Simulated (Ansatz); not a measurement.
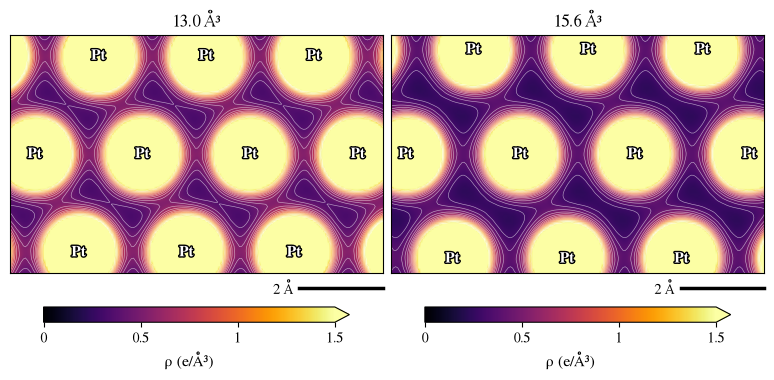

Pt. The valence pseudo-density of cells scaled evenly to different volumes (given per atom above each panel), on the (100) plane of each (indices in the axes of the cell below), at one length scale and on one colour scale.

All numbers below come from Ansatz, DFT LDA, scalar-relativistic, plane waves, PAW.

The density is the valence pseudo-density of a PAW calculation; it isn't the true density close to the nuclei.

The largest cell:

```cif
data_structure
_symmetry_space_group_name_H-M 'P 1'
_symmetry_Int_Tables_number 1
_cell_length_a 2.7452
_cell_length_b 2.7452
_cell_length_c 2.9862
_cell_angle_alpha 57.051
_cell_angle_beta 57.051
_cell_angle_gamma 65.898
_cell_volume 15.64
loop_
_atom_site_label
_atom_site_type_symbol
_atom_site_fract_x
_atom_site_fract_y
_atom_site_fract_z
_atom_site_occupancy
Pt1 Pt 0.00000 0.00000 0.00000 1
```

| volume (Å³/atom) | Pt–Pt contact in the plane (Å) | ρ at its midpoint (e/Å³) | pressure (GPa) | 
| --- | --- | --- | --- |
| 12.99 | 2.580 | 0.536 | 57.6 | 
| 15.20 | 2.719 | ? | ? | 
| 15.64 | 2.745 | 0.393 | −13.5 | 

### What values belong in the row with question marks?

Over the known rows ln ρ falls by 1.88 per Å of Pt–Pt distance (the line through the two), which gives 0.413 e/Å³ at 2.719 Å; the calculation gives 0.412 e/Å³. For the pressure, a straight line in volume between the neighbouring rows gives −1.7 GPa; the calculation gives −6.4, lower because pressure rises ever faster on compression.
